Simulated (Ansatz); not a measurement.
Consider TePb (Fm-3m).

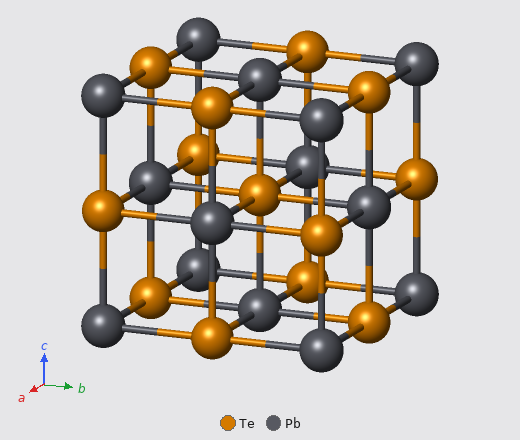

The structure (tellurium orange, lead dark grey). Some periodic images of atoms are drawn too.

```xyz
2
Lattice="0.0000 3.2310 3.2310 3.2310 0.0000 3.2310 3.2310 3.2310 0.0000" Properties=species:S:1:pos:R:3 pbc="T T T"
Te    3.2310    3.2310    3.2310
Pb    0.0000    0.0000    0.0000
```

The cell and positions come from the Crystallography Open Database and are kept as given unless a step says otherwise. Spin-orbit coupling is left out unless a run names it. PAW set soft_2, made with PBE.

Gaps computed with Ansatz 0.2.0 without a self-energy: PBE 0.73 eV and HSE06 1.12 eV. The mean ε∞ by PBE perturbation theory is 28.52.

Q: What gap should G0W0 on PBE give (4×4×4 mesh, 433 empty bands, screening to 200 eV, default PAW files)?

About 1.02 eV: on its mesh the run moves the gap from 0.73 eV by +0.29 eV. Among the scalar-relativistic levels given, HSE06 is nearest (+0.10 eV). One-shot corrections scale roughly with one over ε∞, here 0.04. Bands and cutoff are finite, so the gap is not at the basis limit. The miss can reach some tenths of an eV and take either sign; the mesh is an error of its own. The 4×4×4 mesh is coarse for this cell (its supercell is 18 Å along the shortest edge). The RPA ε∞ on it, from the PBE start, is 39.06; such meshes misread the long-range screening, most where the gap is narrow. Where an edge is built on 6p states of lead, bismuth or thallium, scalar-relativistic gaps usually stand too wide, by a few tenths to over one eV. The RPA ε∞ on this mesh reaches over 25; with a narrow direct gap a coarse mesh can overstate it, and the correction is then too small. The many-body steps are scalar-relativistic: spin-orbit coupling is not in them.

[Paths, hosts, dates, memory and timing lines, banners, echoed tables and standing remarks are left out of the program output.]

[Logs are printed without paths, hosts, clocks, repeated set-up lines and the standing remarks that a program may print on its own settings, such as how far it seeks lower states.]

[Runs of the session that timed out or met a known fault of the program may be left out.]

[Cells called generated may have been cut or substituted from an entry of the Crystallography Open Database or the Materials Project.]

[Hosts, paths, dates, database ids (printed as entryN), source tags and the programs' standing remarks are cut or masked in the printed files.]
